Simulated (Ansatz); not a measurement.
# Self-trapping of an added hole in NaCl (Fm-3m), part 2 of 3

Question: is an added hole in NaCl (Fm-3m) a free carrier or a small polaron? The trial puts it on a pair of Cl atoms pulled together. The model is a cell of 128 host atoms; several levels of theory are compared, with their cost.

Ansatz 0.2.0; plane-wave PAW DFT, PBE0; relaxation of all atoms of a supercell at fixed charge in a uniform background.

So far: The structure; Relaxation with the hole, PBE0.

In doubt: the hybrid run may have settled on a false gap or state (step 2), so the values of those runs are not to be relied on; a hybrid run on one k-point (steps 2, 4), which bears on gaps, levels and energies.

### Step 2. Relaxation with the hole, PBE0 (continued)

The steps of the relaxation:

```
step  energy less that of the first step (eV)  largest force component (eV/Å)
   1                                   0.0000                          1.8593
   2                                  -0.9877                          0.8807
   3                                  -1.2459                          0.3068
   4                                  -1.3047                          0.0321
   5                                  -1.3047                          0.0321
   6                                  -1.3059                          0.0616
   7                                  -1.3066                          0.0279
   8                                  -1.3066                          0.0279
```

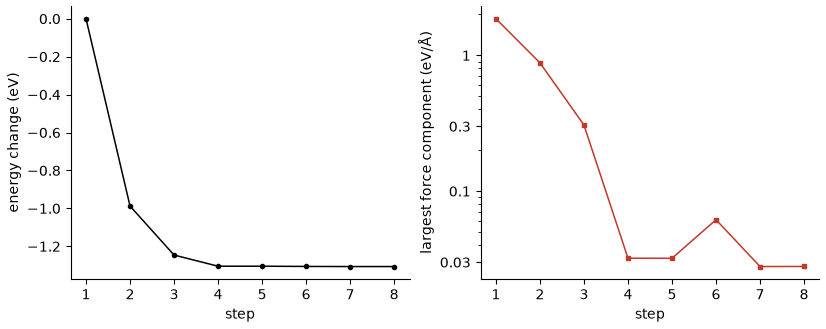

Energy and largest force along the relaxation.

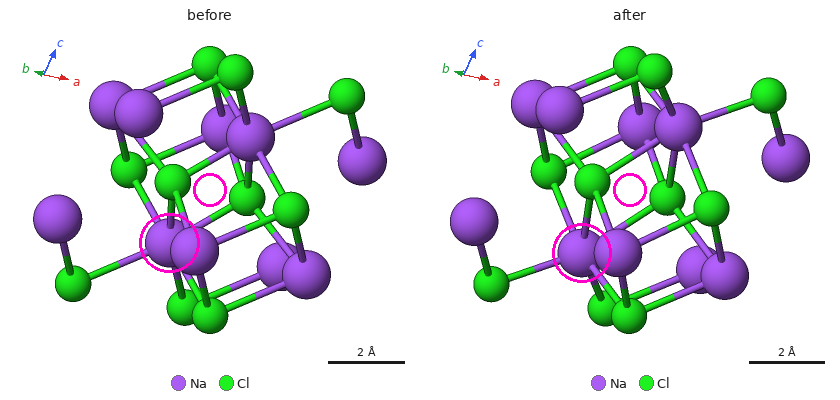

Before and after: the atoms that start within 5 Å of the centre. Na59, which moves most, is ringed if it is among them. A ring with no atom in it marks the empty centre.

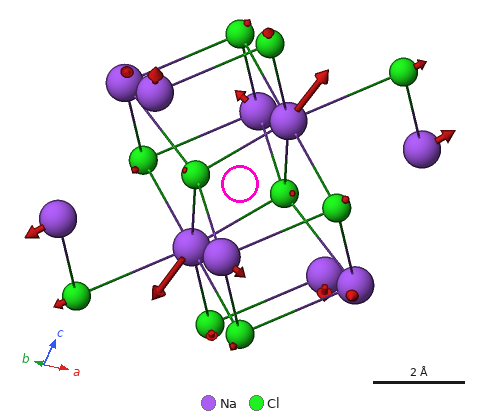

Displacements in the relaxation from the typed sites near the centre, exaggerated, the mean shift taken out; the longest in the cell stands for 0.41 Å. A ring marks the centre wherever it is empty.

The atoms that moved most (Å, from the sites as typed, ahead of the random displacement, the mean shift of all atoms taken out):

| atom | dx | dy | dz | length |
| --- | --- | --- | --- | --- |
| Na59 | -0.005 | -0.289 | 0.289 | 0.409 |
| Na53 | -0.005 | 0.288 | -0.289 | 0.408 |
| Na91 | 0.000 | -0.030 | 0.161 | 0.163 |
| Na85 | 0.000 | 0.160 | -0.031 | 0.163 |
| Na21 | 0.000 | 0.030 | -0.160 | 0.163 |
| Na27 | 0.000 | -0.160 | 0.031 | 0.163 |
| Na29 | 0.096 | 0.046 | 0.046 | 0.116 |
| Na61 | 0.095 | -0.046 | -0.047 | 0.116 |

The moves above count from the input, in which the atoms at the trial site were already displaced.

Neighbours of the ideal centre at the end:

```
atom  distance (Å)
Cl20         1.342
Cl52         1.345
Na53         2.388
Na59         2.390
Cl28         3.464
Cl22         3.464
Na51         3.467
Na83         3.470
Na29         3.472
Cl44         3.472
Na61         3.473
Cl50         3.473
```

Largest moments: 0.42 μB on Cl52, 0.42 μB on Cl20 and 0.00 μB on Cl116. The sizes of the moments in the atoms' spheres add to about 0.9 μB, shared by 2.1 atoms in effect, 97 % of it within 3.2 Å of the largest: the carrier is localised at or next to the trial site.

### Step 3. The states that it is compared with

Its energy has a meaning only beside the cell without the carrier and the carrier left in the undistorted cell, under the same functional.

Times on 1 × NVIDIA H100 80GB HBM3 with 10 threads of AMD EPYC 7R13 (Zen 3), shared host:

```csv
charge,start,kind,largest moment on one atom (μB),time
0,ideal sites,relaxation,-,15 s
+1,ideal sites,"single point, state in doubt",0.01,39 s
```

Distances from Cl52, which holds the largest moment, without and with the hole:

```
atom  without (Å)  with (Å)  change (Å)
Cl20         3.96      2.69       -1.27
Na59         2.80      2.74       -0.06
Na53         2.80      2.74       -0.06
Na85         2.80      3.44        0.64
Na83         2.80      2.96        0.16
Na61         2.80      2.95        0.15
Na91         2.80      3.44        0.64
```

The hole binds Cl52 and Cl20 into a pair, 3.96 Å apart without it and 2.69 Å with it.

### Step 4. States in the gap, PBE0

A single point on the relaxed atoms asks for the levels and how far each is spread.

The input, qp1_M1_trap.hyb/input.yaml:

```yaml
crystal:
  checkpoint: "../qp1_M1_trap.hrelax.run"
  host: checkpoint
total_charge: 1
basis:
  ecutwfc: 420
  xc_grid: 2
hamiltonian:
  xc: pbe0
kpoints:
  mp_grid: { grid: [1, 1, 1] }
magnetization:
  spin_polarized: true
  initial_magnetization: 1
  spin_locking: { lock_magnetization: hard }
scf:
  occupations: { method: fixed }
  max_iter: 80
output:
  forces: true
  charged_corrections:
    epsilon: 2.57
    static_epsilon: 6.02
    defect_position: [0.25, 0.625, 0.375]
  eigenvalues: true
  eigenstates: { localisation: true }
  populations: true
  efg: {}
  write_density: true
  write_potential: true
  volumetric_format: npy
checkpoint:
  read: "../qp1_M1_trap.hrelax.run"
  write: "../qp1_M1_trap.hyb.run"
  compress: false
  write_wavefunctions: true
  write_every: 100000
```

Command:

```sh
ansatz run input.yaml --threads 10 --pin off --max-ram 65945MiB --backend cuda --events-out ev --progress --plain --runs-dir out
```

Numbers of over 12 decimals in the logs are rounded to 6 here.

What it wrote:

```text
[...]
crystal.checkpoint: the structure is that of <dir>, a `relax` run, at its step 8: its result, under pbe0 at a charge of 1 e; 128 atoms read, 2 with a starting moment; crystal.structure_sha256 for this input is
[...]
GPU FFT provider: cuFFT
GPU libraries: cuBLAS 13.8.2, cuFFT 12.4.0, cuSOLVER 12.3.4
Crystal: 128 atoms, lattice volume = 2812.875 Å³
Basis set: ecut = 420 eV, 55009 PW (Γ), exchange–correlation on 216×216×216 points (8 copies of the dense FFT grid, shifted against one another)
Bands: 640, of which v1, the nominal top of the filled ones, is band 512 counted from 1 (511 counted from 0)
Symmetry: 1 space group operations
[...]
k-points: 1
[...]
Stability of the state it starts from, as read at its close in the collinear treatment: not read, because the functional holds exact exchange (a hybrid, or Hartree-Fock), whose exchange loop this test does not read (fock_operator); its run was given moments
[...]
GPU buffer pool allocated for 1259712 grid points (all kernels)
[...]
Frozen-core exchange: fock
[...]
SCF iter   2: F=-164534.998326 eV  HF=-164534.998326 eV  |F-HF|=1.19e-9  |Δ(HF+E_count)|=   1.05e-9  Δρ=2.44e-7 (↑2.38e-7 ↓2.44e-7)  dr2=1.75e-10  dr2_m=1.41e-9  M=1.000 μB ∫|m|=1.113 μB  ethr=9.05e-12 (applied; sched 1.00e-12)  ⟨swp⟩=10.5  Hψ=4426  notcnv=0  reapply=2
SCF 1 converged in 2 iterations: F = -164534.998326 eV  dr2 = 1.75e-10
[...]
hybrid outer 1: dexx = +2.365e-11 eV, tail = 3.33e-9 eV
[...]
atom  51  Na V_zz =    +0.305615   η = 0.2236   by run symmetry: allowed
[...]
atom  52  Cl V_zz =   +26.902010   η = 0.0376   by run symmetry: allowed
[...]
atom  53  Na V_zz =    +0.274631   η = 0.4860   by run symmetry: allowed
[...]
atom  59  Na V_zz =    +0.273632   η = 0.4888   by run symmetry: allowed
[...]
atom  83  Na V_zz =    +0.305125   η = 0.2223   by run symmetry: allowed
[...]
--- Charged-cell corrections in eV (Makov–Payne, q = +1.000 e, ε = 2.570 of the electrons, 6.020 with the ions) ---
[...]
E_corr1          = +0.573207  (monopole, q²α_M/2εL)
  F Makov-Payne    = n/a  (the rows are of the electrons' constant alone; ansatz place-levels tells what screens the charge)
[...]
--- Band table (eV) ---
[...]
--- Löwdin populations: 128 sites ---
  site symbol       q [e]    m [muB]
     0     Na      8.2852    -0.0000
     1     Cl      7.6779    -0.0000
  [... 17 atoms left out ...]
    19     Cl      7.3156     0.4913
  [... 1 atom left out ...]
    21     Cl      7.6806    -0.0003
  [... 5 atoms left out ...]
    27     Cl      7.6806    -0.0003
    28     Na      8.2843    -0.0004
  [... 14 atoms left out ...]
    43     Cl      7.6803    -0.0003
  [... 6 atoms left out ...]
    50     Na      8.2840    -0.0004
    51     Cl      7.3156     0.4914
    52     Na      8.2898    -0.0022
  [... 5 atoms left out ...]
    58     Na      8.2899    -0.0022
  [... 23 atoms left out ...]
    82     Na      8.2840    -0.0004
  [... 45 atoms left out ...]
  spilling = 0.002131 (of n_electrons = 1023.000000)
[key lines of the parts left out:]
Magnetization: 1.0000 μB (512.0000 up, 511.0000 down)
Free energy (F): -164534.998326 eV
Fermi energy:    -0.102278 (↑ -0.102907, ↓ -0.102278) eV
```

Elapsed: 45 s, on 1 × NVIDIA H100 80GB HBM3 with 10 threads of AMD EPYC 7R13 (Zen 3), shared host; peak memory 3.7 GiB; 3.8 min of CPU time.

The column dr2 measures how far the density is from self-consistency, as an energy; F and HF (Harris–Foulkes) agree once it is small.

From eigenstates.tsv, first k-point; energies on the run's zero. The participation number counts the atoms that a state is spread over, of 128; bands count from 0.

```
spin  band  energy (eV)  occupation  participation  largest share on  share
down   505       -0.232        1.00           31.3              Cl30   0.06
down   506       -0.232        1.00           29.1             Cl120   0.06
down   507       -0.227        1.00           34.8              Cl62   0.04
down   508       -0.105        1.00           53.8             Cl128   0.03
down   509       -0.103        1.00           61.0             Cl128   0.03
down   510       -0.102        1.00           57.5              Cl72   0.03
down   511        2.092        0.00            2.4              Cl20   0.46
down   512        7.148        0.00          120.6              Na21   0.01
down   513        8.535        0.00           59.5              Cl52   0.04
down   514        8.551        0.00           55.5              Na21   0.04
down   515        8.645        0.00           79.9              Cl14   0.02
  up   506       -0.232        1.00           31.1              Cl30   0.06
  up   507       -0.232        1.00           29.1             Cl120   0.06
  up   508       -0.227        1.00           34.8              Cl62   0.04
  up   509       -0.104        1.00           55.2             Cl128   0.03
  up   510       -0.104        1.00           60.8             Cl128   0.03
  up   511       -0.103        1.00           57.0              Cl72   0.03
  up   512        7.140        0.00          119.4              Na21   0.02
  up   513        8.478        0.00           46.3              Na85   0.05
  up   514        8.495        0.00           54.4              Cl20   0.05
  up   515        8.640        0.00           79.6              Cl14   0.02
  up   516        8.656        0.00           77.0             Na117   0.03
```

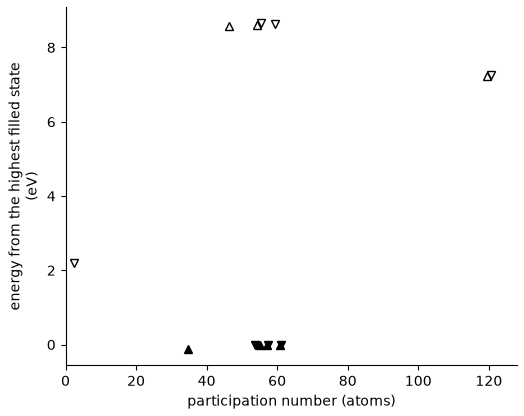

States next to the filling edge at the first k-point: energy against spread. Filled marks are occupied, open marks empty; triangles up and down are the spins.

Under PBE0 at the zone centre alone, the highest filled state is spin down, spread over 58 of 128 atoms, and the lowest empty one, 2.19 eV above it, is spin down, spread over 2 of 128 atoms.

Löwdin populations of the atoms near the centre, and their excess over far atoms of the same element, which can also hold differences between inequivalent host sites (the log counts sites from 0):

| atom | distance from the centre (Å) | electrons | excess |
| --- | --- | --- | --- |
| Cl20 | 1.34 | 7.316 | -0.362 |
| Cl52 | 1.34 | 7.316 | -0.362 |
| Na53 | 2.39 | 8.290 | 0.006 |
| Na59 | 2.39 | 8.290 | 0.006 |
| Cl28 | 3.46 | 7.681 | 0.003 |
| Cl22 | 3.46 | 7.681 | 0.003 |
| Na51 | 3.47 | 8.284 | 0.000 |
| Na83 | 3.47 | 8.284 | 0.000 |

The largest moments in the atoms' spheres: Cl52 0.42, Cl20 0.42, Cl116 0.00, Cl84 0.00, Cl124 0.00, Cl118 0.00 μB.

Contact couplings A = (2/3) μ0 ge μB gN μN ρs / (2S h), for each element's most abundant magnetic isotope:

```
atom  isotope  distance from the centre (Å)  contact spin density (e/Å³)  A (MHz)
Cl20     35Cl                          1.34                        0.957     62.2
Cl52     35Cl                          1.34                        0.957     62.2
Na53     23Na                          2.39                      -0.0198     -3.5
Na59     23Na                          2.39                      -0.0198     -3.5
Na29     23Na                          3.47                     -0.00453     -0.8
Na61     23Na                          3.47                     -0.00453     -0.8
Na51     23Na                          3.47                     -0.00444     -0.8
Na83     23Na                          3.47                     -0.00443     -0.8
Cl28     35Cl                          3.46                     -0.00794     -0.5
Cl22     35Cl                          3.46                     -0.00791     -0.5
```

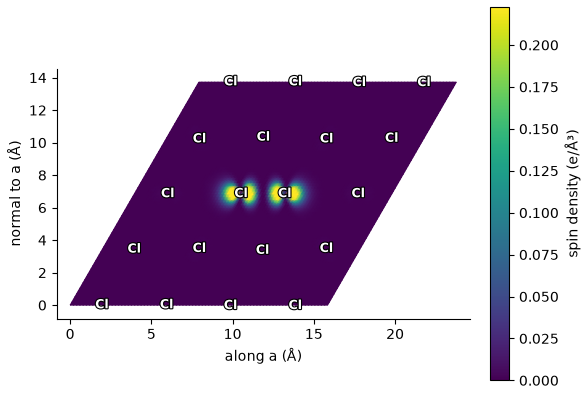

Spin density in the ac plane at fractional y = 0.625, through the centre, with atoms of Cl within 0.45 Å of it.

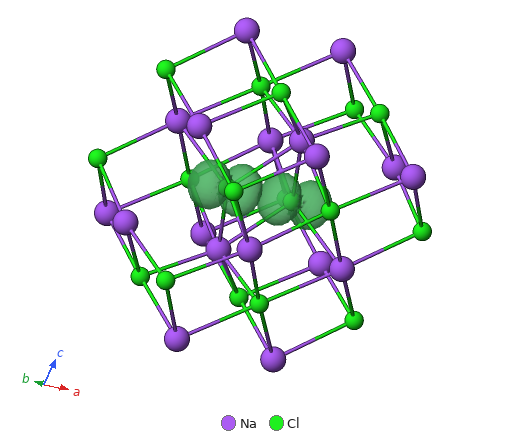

Surface of spin density = 0.042 e/Å³, which holds about 70 % of the integral of its size. Atoms within 5.5 Å of the centre are drawn.

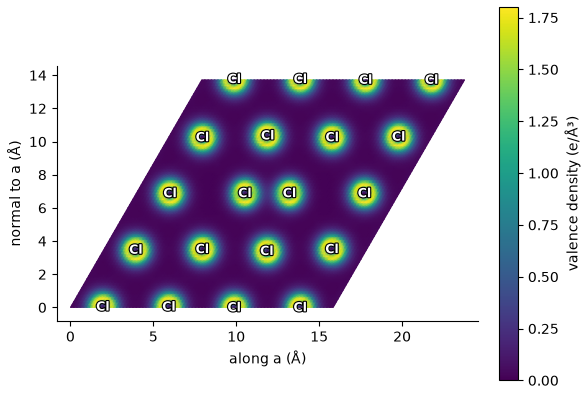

Valence density in the ac plane at fractional y = 0.625, through the centre, with atoms of Cl within 0.45 Å of it. It is the smooth field of the valence electrons, not physical close to the nuclei.

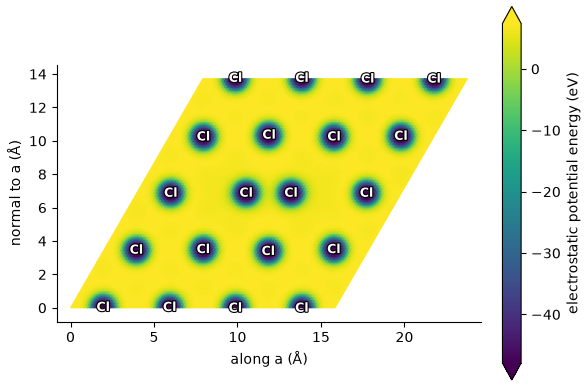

Electrostatic potential energy in the ac plane at fractional y = 0.625, through the centre, with atoms of Cl within 0.45 Å of it. With pseudopotentials it is smooth inside the atoms' cores, unlike the true potential.

Uncorrected and at zero smearing, the relaxed cell lies 0.37 eV below the carrier in the undistorted cell.

This is not yet the binding energy: the image correction is missing, and with exact exchange at one k-point the spread carrier of the reference is itself shifted by a finite-cell term.

### Step 5. Placing the level against the band edges

A charged cell interacts with its images and has another zero of potential than the host, so place-levels corrects and aligns it with a run of the defect-free crystal.

The input, levels.hyb.yaml:

```yaml
host:
  run: host.hyb.run
states: [qp1_M1_trap.hyb.run, q0_ideal.hyb.run, q0_M2_trap.hyb.run]
geometry_from:
  qp1_M1_trap.hyb.run: qp1_M1_trap.hrelax.run
  q0_ideal.hyb.run: q0_ideal.hrelax.run
  q0_M2_trap.hyb.run: q0_M2_trap.hrelax.run
chemical_potentials: {}
```

Command:

```sh
ansatz place-levels levels.hyb.yaml -- --threads 10 --pin off --max-ram 65945MiB
```

What it wrote:

```text
[...]
(+1/0) 0.237 eV above the valence edge, 7.057 eV under the conduction edge
formation energy of charge +1: -0.237 eV with the Fermi level at the valence edge
formation energy of charge 0: -0.000 eV with the Fermi level at the valence edge
  edges by pbe0, gap 7.295 eV; the host is sampled to repeats of 15.84 Å
  the defect's cells are sampled to repeats of 15.84 Å, like sampling
  charge +1: -164534.7544 eV with its correction of +0.244 eV, at epsilon 6.02, aligned at sites: -0.0008 eV, mean over 32 atomic sites at or beyond 7.92 Å from the defect at [0.2500, 0.6250, 0.3750], with +0.002524 for the charge's moments and without [...]
  charge +1: by its spins about the atoms it stands at 0.250 0.625 0.375, with an rms radius of about 1.8 Å (1.4 0.7 0.7 Å across the planes of the cell's vectors)
  charge 0: +0.000 eV for its dipole among its images, +0.000 omitted
  charge 0: states[2] (q0_M2_trap.hyb.run) stands 6.464 eV higher, with a moment of 2.00 μB against 0.00
  of the host: a hybrid's levels can ripple along a path where its exchange mesh is coarse, and an extremum then takes the crest, of which none of its warnings tells: converge the edges in the exchange mesh (kpoints.mp_grid)
  of states[0] (qp1_M1_trap.hyb.run): its energy less the host's errs by more the larger the cell: their exchange is not summed between the same points (point_sum); [...]
  of states[1] (q0_ideal.hyb.run): its energy less the host's errs by more the larger the cell: their exchange is not summed between the same points (point_sum); [...]
  of states[2] (q0_M2_trap.hyb.run): its energy less the host's errs by more the larger the cell: their exchange is not summed between the same points (point_sum); [...]
```

Elapsed: 0.28 s, on 10 threads.

Counted from the neutral cell, this state lies 0.24 eV below a free hole at the valence top.

(Part 2 of 3 ends here.)

[Logs are printed without paths, hosts, clocks, repeated set-up lines and the standing remarks that a program may print on its own settings, such as how far it seeks lower states.]

[Hosts, paths, dates, database ids (printed as entryN), source tags and the programs' standing remarks are cut or masked in the printed files.]

[For some hosts the program warned that the k-mesh of the response run may be too coarse for force constants and the static dielectric constant; such warnings are not shown here.]
